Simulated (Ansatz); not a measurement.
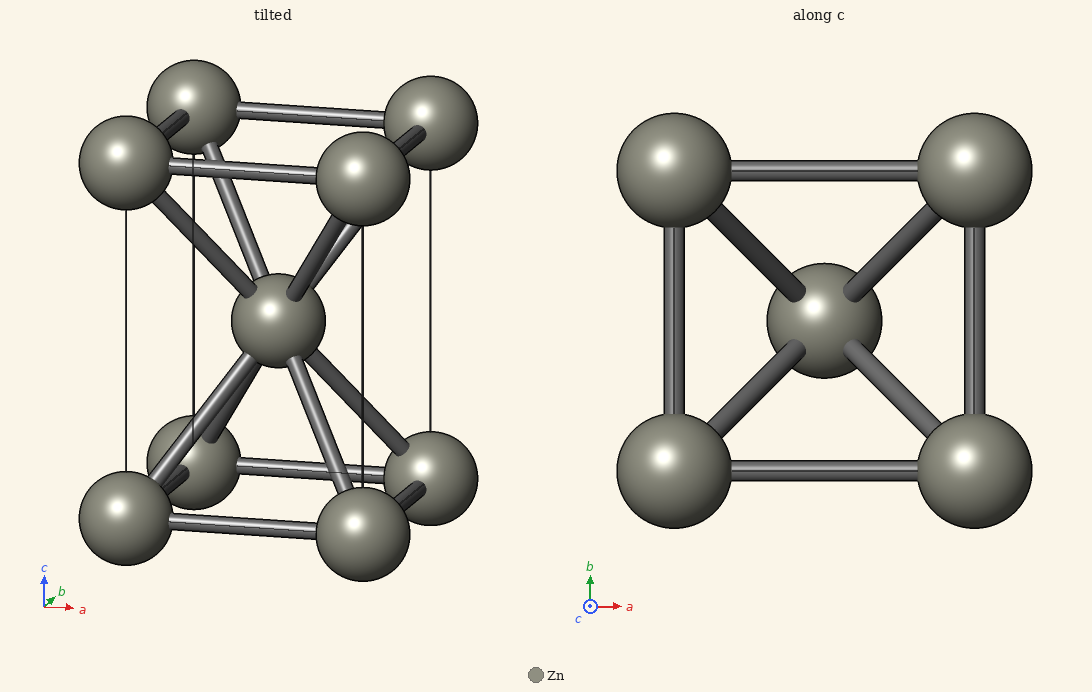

The structure above is drawn in ball-and-stick style and viewed slightly off an axis and along the c axis. The parallelepiped is the conventional unit cell.

Zn, space group I4/mmm (No. 139), a = 2.78 Å, b = 2.78 Å, c = 4.13 Å, α = 90.00°, β = 90.00°, γ = 90.00°.

Computational set-up: DFT PBE, scalar-relativistic, plane waves, PAW in Ansatz 0.2.0, plane-wave cutoff 420 eV, k-points about 0.14 Å⁻¹ apart, Gaussian smearing of 0.15 eV, no spin polarisation.

### Does it come out as a metal, or with a gap?

A metal: bands cross the Fermi level.

### Give the pressure and its sign.

The computed pressure is -2.9 GPa (stretched: it would shrink). The stress isn't hydrostatic: its largest component is 5.0 GPa.

The initial geometry was a structure listed in the Materials Project. The cell was then strained or its atoms displaced on purpose. It went into a calculation with Ansatz.
